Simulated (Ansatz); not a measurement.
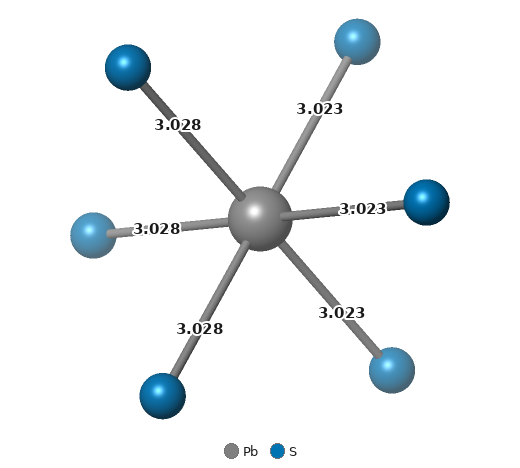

The surroundings of site Pb1 (at 0.000, 0.000, 0.022) in PbS, with bond lengths in Å.

Origin of the cell: the end point of a relaxation at fixed volume with DFT PBE+D3(BJ), scalar-relativistic, plane waves, PAW (Ansatz 0.2.0).

```yaml
crystal:
  lattice:
    - [4.27741, 0.00000, 0.00000]
    - [-2.13871, 3.70435, 0.00000]
    - [0.00000, 0.00000, 10.48565]
  atoms:
    - { symbol: Pb, position: [0.00000, 0.00000, 0.02201] }
    - { symbol: S, position: [0.33333, 0.66667, 0.18905] }
    - { symbol: Pb, position: [0.66667, 0.33333, 0.35534] }
    - { symbol: S, position: [0.00000, 0.00000, 0.52239] }
    - { symbol: Pb, position: [0.33333, 0.66667, 0.68868] }
    - { symbol: S, position: [0.66667, 0.33333, 0.85572] }
```

Bond valence s = exp((R0 − d)/b), R0 fitted to published crystal structures with b = 0.37 Å; R0 in Å: Pb2+–S 2.545.

### Calculate the bond-valence sum of Pb1 from the bonds drawn.

3 × 0.275 + 3 × 0.271 = 1.64 v.u., against a formal valence of 2: underbonded (bonds long for this ion) by 0.36.

### And over the whole structure?

```tsv
site	x, y, z	formal valence	bond-valence sum	difference
Pb1	0.000, 0.000, 0.022	+2	1.64	-0.36
S1	0.333, 0.667, 0.189	−2	1.64	-0.36
```

These sums include all anions within 5 Å. The global instability index (root mean square of the differences over all atoms) is 0.36 v.u.: above 0.2, which by the usual rule of thumb marks a strained structure. Cells relaxed with PBE tend to have slightly long bonds, which lowers the sums.
